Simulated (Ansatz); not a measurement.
The structure in question:

```
CELL_PARAMETERS angstrom
9.03651 0.00000 0.00000
0.00000 9.03651 0.00000
0.00000 0.00000 3.92045
ATOMIC_POSITIONS crystal
Ti 0.00286 0.70772 0.00000
Ti 0.20772 0.49714 0.50000
Ti 0.79228 0.50286 0.50000
Ti 0.99714 0.29228 0.00000
O 0.15078 0.50114 0.00000
O 0.84040 0.83834 0.00000
O 0.00114 0.34922 0.50000
O 0.66166 0.34040 0.50000
O 0.33834 0.65960 0.50000
O 0.99886 0.65078 0.50000
O 0.15960 0.16166 0.00000
O 0.84922 0.49886 0.00000
Ti 0.50286 0.20772 0.50000
Ti 0.70772 0.99714 0.00000
Ti 0.29228 0.00286 0.00000
Ti 0.49714 0.79228 0.50000
O 0.65078 0.00114 0.50000
O 0.34040 0.33834 0.50000
O 0.50114 0.84922 0.00000
O 0.16166 0.84040 0.00000
O 0.83834 0.15960 0.00000
O 0.49886 0.15078 0.00000
O 0.65960 0.66166 0.50000
O 0.34922 0.99886 0.50000
```

Interpret the file: composition, symmetry and coordination.

It has the composition TiO2. The lattice is body-centred tetragonal and the space group I4/m (No. 87). Cell content 8 Ti, 16 O; Z = 8. Ti bonds to six O at 1.87 to 2.34 Å. O takes two kinds of site: 8h with four Ti at 2.03 to 2.34 Å; 8h with two Ti at 1.87 to 1.88 Å. Not all metal-metal contacts are counted. The bonds build a three-dimensional framework.

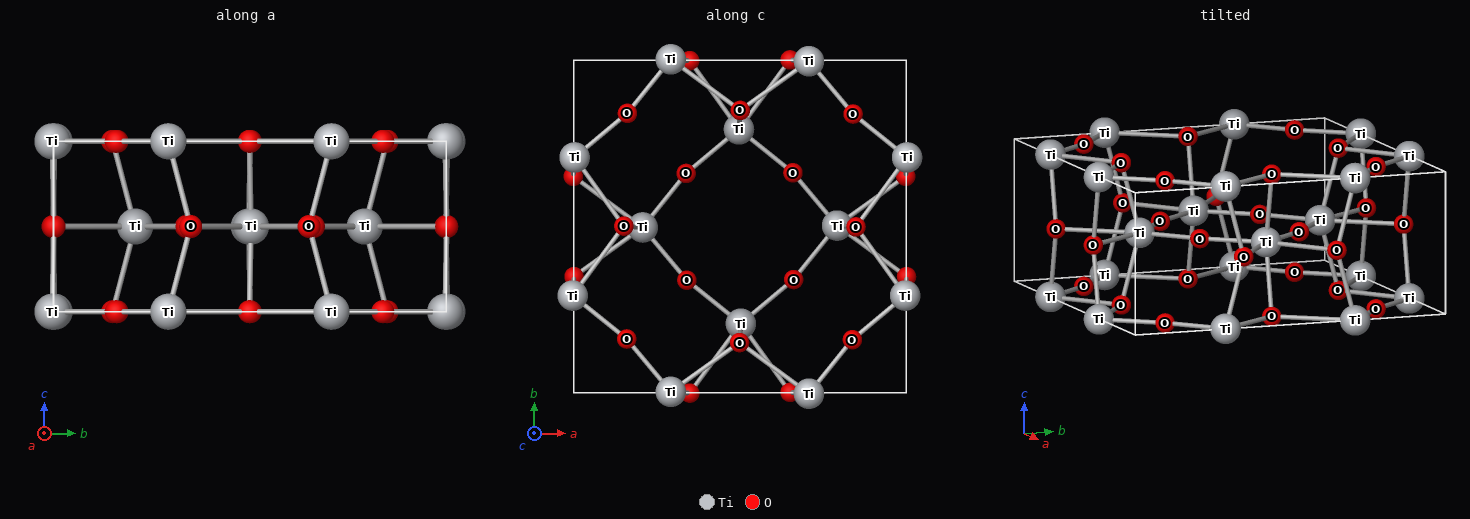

The crystal in a ball-and-stick representation, seen along the a axis, along the c axis and slightly off an axis. Lines trace the edges of the conventional unit cell.

The initial geometry was a structure listed in the Materials Project. Earlier steps of the study, as a rule a relaxation of our own, may have changed the cell and positions, so they can lie some per cent off the listed ones. It went into a calculation with Ansatz.

At this level of theory the run's own cell isn't at rest (stretched, at -13 GPa and forces up to 1.0 eV/Å), so its distances can differ from those at equilibrium, the more so the softer the solid.
